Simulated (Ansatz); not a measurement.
Given this structure:

```
CELL_PARAMETERS angstrom
3.02332 0.00000 0.00000
0.00000 3.02332 0.00000
0.00000 0.00000 3.02332
ATOMIC_POSITIONS crystal
Al 0.00000 0.00000 0.00000
Al 0.50000 0.50000 0.50000
```

**Characterise the structure given above.**

The element is aluminium. Its lattice is body-centred cubic, its space group Im-3m (No. 229). The arrangement is known as body-centred cubic (W type). The cell holds two atoms. Al is linked to eight Al in a cubic arrangement at 2.62 Å. The bonds build a three-dimensional framework.

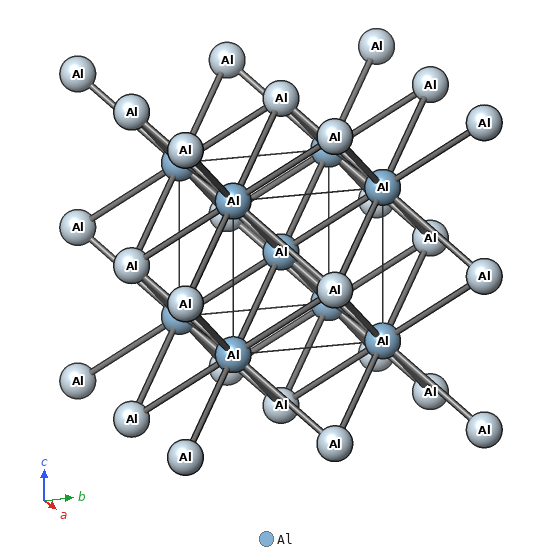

The image is a ball-and-stick drawing of a crystal, viewed slightly off an axis. The conventional unit cell is outlined; an atom on or near a face, edge or corner is repeated at each equivalent position. Atoms just outside the outline that bond to atoms inside are added, in fainter colours.

The structure was taken from a structure listed in the Materials Project. The cell was then strained or its atoms displaced on purpose. It was run through Ansatz as a DFT input.

At this level of theory the cell isn't at rest (compressed, at 18 GPa), so its distances can differ from those at equilibrium, the more so the softer the solid.
